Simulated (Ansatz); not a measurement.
Read the following structure.

```yaml
crystal:
  lattice:
    - [3.14103, 0.00000, 0.00000]
    - [-1.57051, 2.72021, 0.00000]
    - [0.00000, 0.00000, 11.30740]
  atoms:
    - { symbol: Hf, position: [0.66667, 0.33333, 0.89998] }
    - { symbol: Hf, position: [0.33333, 0.66667, 0.39998] }
    - { symbol: Hf, position: [0.66667, 0.33333, 0.60002] }
    - { symbol: Hf, position: [0.33333, 0.66667, 0.10002] }
    - { symbol: S, position: [0.00000, 0.00000, 0.75000] }
    - { symbol: S, position: [0.00000, 0.00000, 0.25000] }
```

Q: What does this file describe?

A: The material is Hf$_{2}$S. The structure has P6_3/mmc (No. 194) symmetry and a primitive hexagonal lattice. Atoms per cell: 6 (4 Hf, 2 S). The numbers of neighbours within bonding distance are Hf 12 and S 6. Not all metal-metal contacts are counted.

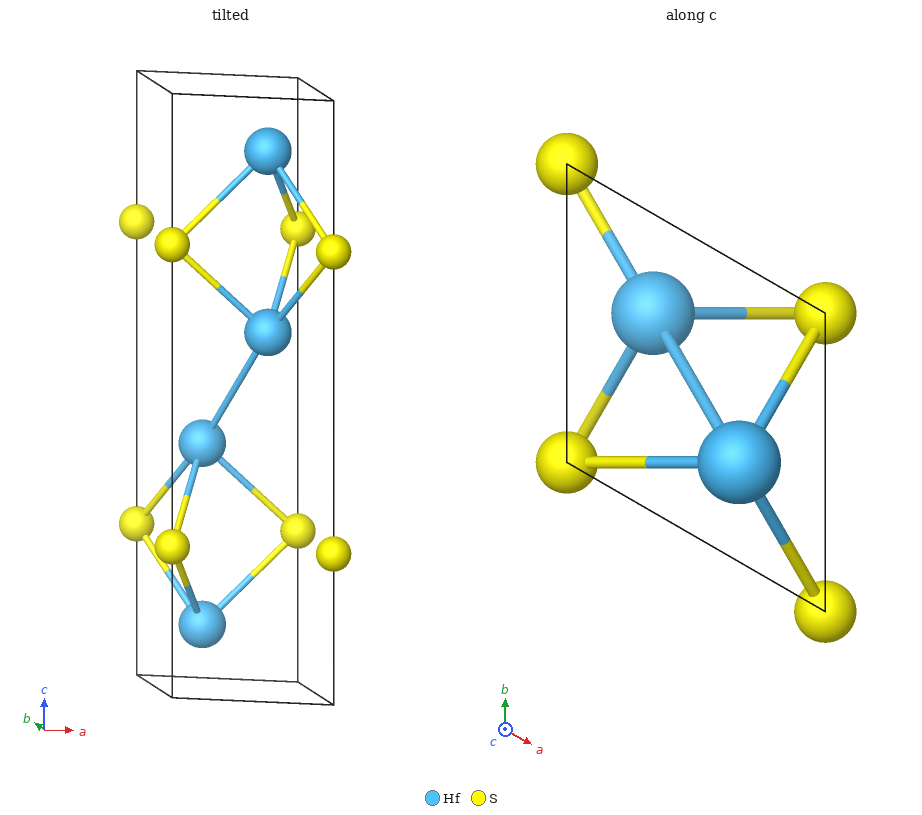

The crystal in a ball-and-stick representation, seen slightly off an axis and along the c axis. The lines enclose the conventional unit cell; boundary atoms appear with their images.

Source of the structure: a structure listed in the Materials Project. It was relaxed with Ansatz 0.2.0, DFT LDA, scalar-relativistic, plane waves, PAW under a constraint or pressure on the cell, so some stress remains.

At this level of theory the cell isn't at rest (compressed, at 25 GPa), so its distances can differ from those at equilibrium, the more so the softer the solid.
